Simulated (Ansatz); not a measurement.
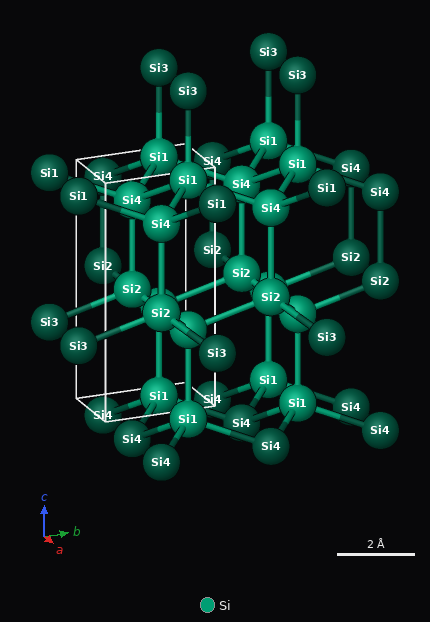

Fig. 1: The structure as given in the input (ball-and-stick view of the cell of the calculation, repeated 2 × 2 × 1, seen slightly off an axis; neighbours outside the cell are drawn fainter; atoms are numbered from 1 in the order of the input). Near neighbours in the crystal (not all of them lie inside the picture): Si has 4 Si at 2.35 to 2.37 Å.

## Mending a single-point calculation on Si

System: Si (P6₃/mmc, 4 atoms in the cell).
Method of run A: DFT, PBEsol, plane waves, PAW, no spin polarisation (Ansatz 0.2.0).

The structure was built on a prototype by a generator. Some settings of this run were made unusual or wrong on purpose. The geometry comes from this level: r2SCAN. Text and figures count atoms from 1; the logs count them from 0 in places.

### Input file, run A
```yaml
crystal:
  lattice:
    - [3.8321295414, 0.0, 0.0]
    - [-1.9160647707, 3.3187215334, 0.0]
    - [0.0, 0.0, 6.3412168871]
  atoms:
    - { symbol: Si, position: [0.3333333333, 0.6666666667, 0.0005609413] }
    - { symbol: Si, position: [0.6666666667, 0.3333333333, 0.5005609413] }
    - { symbol: Si, position: [0.3333333333, 0.6666666667, 0.3744390587] }
    - { symbol: Si, position: [0.6666666667, 0.3333333333, 0.8744390587] }
kpoints:
  mp_grid: { grid: [6, 6, 4] }
hamiltonian:
  xc: pbesol
scf:
  occupations: { method: fixed }
  n_extra_bands: 5
  max_iter: 95
output:
  forces: true
  stress: true
  eigenvalues: true
basis:
  ecutwfc: 40
```

Command:
```bash
ansatz run input.yaml --threads 4 --pin off --max-ram 3686MiB --backend cpu --events-out ev --progress --plain --runs-dir out
```

Hardware: 4 threads of Arm Neoverse N1, 98 GiB of memory available, shared host.

### Output, shortened to warnings, some set-up lines, iterations and results (run A)
```
Warning: basis.ecutwfc = 40 eV is below the records' recommended 420 eV, and the density's cutoff is lower with it unless basis.ecutrho_ratio is high enough to keep the records' density cutoff: compare with a run at a higher cutoff
Basis set: ecut = 40 eV, 37 PW (Γ), exchange–correlation on 16×16×30 points (8 copies of the dense FFT grid, shifted against one another)
Symmetry: 24 space group operations
k-points: 21 of 144
Initial density: superposition of atomic densities (neutral atoms: chi_scale 0, normalization atom), corrected by the library's trained network
[...]
SCF iter   1: F=—  HF=-2478.908740 eV  |F-HF|=—  |Δ(HF+E_count)|=         —  Δρ=3.11e-2  dr2=8.85e-1  ethr=1.77e-3  ⟨swp⟩=1.1  Hψ=959  notcnv=0  defer=1
SCF iter   2: F=—  HF=-2478.661840 eV  |F-HF|=—  |Δ(HF+E_count)|=   2.47e-1  Δρ=1.30e-2  dr2=1.19e-1  ethr=1.77e-3  ⟨swp⟩=3.0  Hψ=639  notcnv=0  defer=40
SCF iter   3: F=—  HF=-2478.646517 eV  |F-HF|=—  |Δ(HF+E_count)|=   1.53e-2  Δρ=1.54e-3  dr2=1.12e-3  ethr=7.44e-4  ⟨swp⟩=2.7  Hψ=461  notcnv=0  defer=53
SCF iter   4: F=—  HF=-2478.647945 eV  |F-HF|=—  |Δ(HF+E_count)|=   1.43e-3  Δρ=4.10e-5  dr2=2.13e-6  ethr=7.00e-6  ⟨swp⟩=2.2  Hψ=370  notcnv=0  defer=52
SCF iter   5: F=—  HF=-2478.480354 eV  |F-HF|=—  |Δ(HF+E_count)|=   1.68e-1  Δρ=6.20e-5  dr2=2.50e-6  ethr=1.33e-8  ⟨swp⟩=3.1  Hψ=583  notcnv=0  defer=45
SCF iter   6: F=—  HF=-2478.480356 eV  |F-HF|=—  |Δ(HF+E_count)|=   1.51e-6  Δρ=4.24e-5  dr2=1.17e-6  ethr=1.33e-8  ⟨swp⟩=1.0  Hψ=252  notcnv=0  defer=45
SCF iter   7: F=-2478.480357 eV  HF=-2478.480357 eV  |F-HF|=1.44e-10  |Δ(HF+E_count)|=   1.57e-6  Δρ=1.30e-6  dr2=1.65e-9  ethr=6.25e-10  ⟨swp⟩=5.7  Hψ=1266  notcnv=0
SCF 1 converged in 7 iterations: F = -2478.480357 eV  dr2 = 1.65e-9
SCF converged after 7 iterations
Free energy (F): -2478.480357 eV
Harris-Foulkes:  -2478.480357 eV  (|F-HF|=1.44e-10)
Internal energy: -2478.480357 eV  (E = F + TS)
E sigma→0 (E₀):  -2478.480357 eV
Fermi energy:    7.195737 eV
--- Per-component energies (eV) ---
  E_band       = 19.238658
  E_kinetic    = 153.892758
  E_local      = -91.653498  (includes V_loc(G=0)·N_el)
  E_nonlocal   = 101.332914
  E_hartree    = 24.598000
  E_xc         = -216.057975
  E_vxc        = -183.802643  (∫ρ·V_xc dr)
  E_paw        = -1995.101397  (= ΣΔE_a)
  E_vpaw       = -9.501030  (= ΣTr[D̂ρ^β])
  E_aug_tail   = -0.225826  (compensation charges beyond the density's cutoff)
  E_ewald      = -455.391575
  E_core_change = 0.126243  (= ΣΔE_core)
  E_smearing   = -0.000000  (= −TS)
  E_closure    = 0.000000  (closes the sum)
  Σ components = -2478.480357   (vs F -2478.480357, Δ=0.00e0)
--- Forces (eV/Å), atoms counted from 1 ---
  atom   1  Si    -0.00000000    -0.00000000     0.04650595
  atom   2  Si     0.00000000     0.00000000     0.04650595
  atom   3  Si     0.00000000    -0.00000000    -0.04650595
  atom   4  Si    -0.00000000     0.00000000    -0.04650595
  max |Σ_I F_I| component: 3.47e-17 eV/Å
--- Stress (GPa, compression-positive) ---
        7.514137      -0.000000      -0.000000
        0.000000       7.514137       0.000000
       -0.000000       0.000000       7.555060
  P = ⅓ Tr σ = 7.5278 GPa (75.278 kbar)
```

### What went wrong, and how is the input to be mended?

Some settings of this run were drawn to be unusual or wrong. It converged; results that depend on the unusual settings are not reference values. The program warns: the cutoff is below the recommended one.

A run of the same system that converges differs from this input as follows (lines with − go, lines with + come):
```diff
-  max_iter: 95
-basis:
-  ecutwfc: 40
```

### Output, shortened to warnings, some set-up lines, iterations and results (run B)
```
Basis set: ecut = 420 eV, 1581 PW (Γ), exchange–correlation on 54×54×90 points (8 copies of the dense FFT grid, shifted against one another)
Symmetry: 24 space group operations
k-points: 21 of 144
Initial density: superposition of atomic densities (neutral atoms: chi_scale 0, normalization atom), corrected by the library's trained network
[...]
SCF iter   1: F=—  HF=-2485.903830 eV  |F-HF|=—  |Δ(HF+E_count)|=         —  Δρ=2.54e-3  dr2=5.95e-3  ethr=1.77e-3  ⟨swp⟩=4.1  Hψ=1539  notcnv=0  defer=54
SCF iter   2: F=—  HF=-2485.903236 eV  |F-HF|=—  |Δ(HF+E_count)|=   5.94e-4  Δρ=9.73e-4  dr2=6.91e-4  ethr=3.72e-5  ⟨swp⟩=2.4  Hψ=624  notcnv=0  defer=60
SCF iter   3: F=—  HF=-2485.903268 eV  |F-HF|=—  |Δ(HF+E_count)|=   3.15e-5  Δρ=1.63e-4  dr2=1.14e-5  ethr=4.32e-6  ⟨swp⟩=3.0  Hψ=460  notcnv=0  defer=60
SCF iter   4: F=—  HF=-2485.903300 eV  |F-HF|=—  |Δ(HF+E_count)|=   3.23e-5  Δρ=1.28e-5  dr2=9.17e-8  ethr=7.14e-8  ⟨swp⟩=2.6  Hψ=419  notcnv=0  defer=42
SCF iter   5: F=-2485.903300 eV  HF=-2485.903300 eV  |F-HF|=2.34e-9  |Δ(HF+E_count)|=   2.43e-8  Δρ=3.11e-6  dr2=4.16e-9  ethr=5.73e-10  ⟨swp⟩=2.5  Hψ=413  notcnv=0  defer=42
SCF iter   6: F=-2485.903300 eV  HF=-2485.903300 eV  |F-HF|=2.86e-11  |Δ(HF+E_count)|=   2.82e-9  Δρ=3.02e-7  dr2=6.46e-11  ethr=2.60e-11  ⟨swp⟩=6.8  Hψ=1681  notcnv=0
SCF 1 converged in 6 iterations: F = -2485.903300 eV  dr2 = 6.46e-11
SCF converged after 6 iterations
Free energy (F): -2485.903300 eV
Harris-Foulkes:  -2485.903300 eV  (|F-HF|=2.86e-11)
Internal energy: -2485.903300 eV  (E = F + TS)
E sigma→0 (E₀):  -2485.903300 eV
Fermi energy:    6.371779 eV
--- Per-component energies (eV) ---
  E_band       = 16.775183
  E_kinetic    = 160.809794
  E_local      = -111.235834  (includes V_loc(G=0)·N_el)
  E_nonlocal   = 103.980431
  E_hartree    = 30.061333
  E_xc         = -218.490290
  E_vxc        = -187.041219  (∫ρ·V_xc dr)
  E_paw        = -1995.763426  (= ΣΔE_a)
  E_vpaw       = -9.860739  (= ΣTr[D̂ρ^β])
  E_aug_tail   = 0.000024  (compensation charges beyond the density's cutoff)
  E_ewald      = -455.391575
  E_core_change = 0.126243  (= ΣΔE_core)
  E_smearing   = -0.000000  (= −TS)
  E_closure    = 0.000000  (closes the sum)
  Σ components = -2485.903300   (vs F -2485.903300, Δ=0.00e0)
--- Forces (eV/Å), atoms counted from 1 ---
  atom   1  Si    -0.00000000    -0.00000000    -0.01445796
  atom   2  Si    -0.00000000     0.00000000    -0.01445796
  atom   3  Si    -0.00000000    -0.00000000     0.01445796
  atom   4  Si    -0.00000000     0.00000000     0.01445796
  max |Σ_I F_I| component: 8.79e-17 eV/Å
--- Stress (GPa, compression-positive) ---
       -0.408664       0.000000       0.000000
        0.000000      -0.408664       0.000000
        0.000000       0.000000      -0.804252
  P = ⅓ Tr σ = -0.5405 GPa (-5.405 kbar)
```

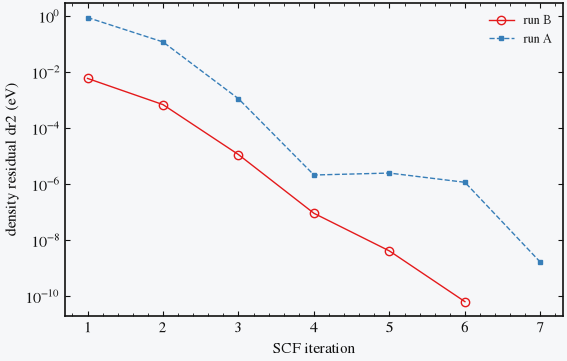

Fig. 2: Convergence of the two runs: density residual dr2 against the SCF iteration. Run B takes 6 iterations in all, and run A takes 7.

### The two runs side by side

```tsv
quantity	run A	run B
outcome	converged	converged
free energy per atom (eV)	−619.6201	−621.4758
gap on the mesh (eV)	0.19	0.31
pressure (GPa)	7.53	−0.54
largest force (eV/Å)	0.047	0.014
SCF iterations	7	6
irreducible k-points	21	21
plane waves at Γ	37	1581
```

The free energy of run B is 1855.7 meV per atom lower, which comes mainly from the change of cutoff or grids; a solver setting shouldn't move a converged energy. The gap on the mesh goes from 0.19 to 0.31 eV. The pressure goes from 7.53 to −0.54 GPa. The largest force goes from 0.047 to 0.014 eV/Å. More plane waves can only lower the energy of a fixed Hamiltonian, so the higher cutoff gives the lower value. The SCF takes 6 iterations against 7. The plane waves at Γ go from 37 to 1581.
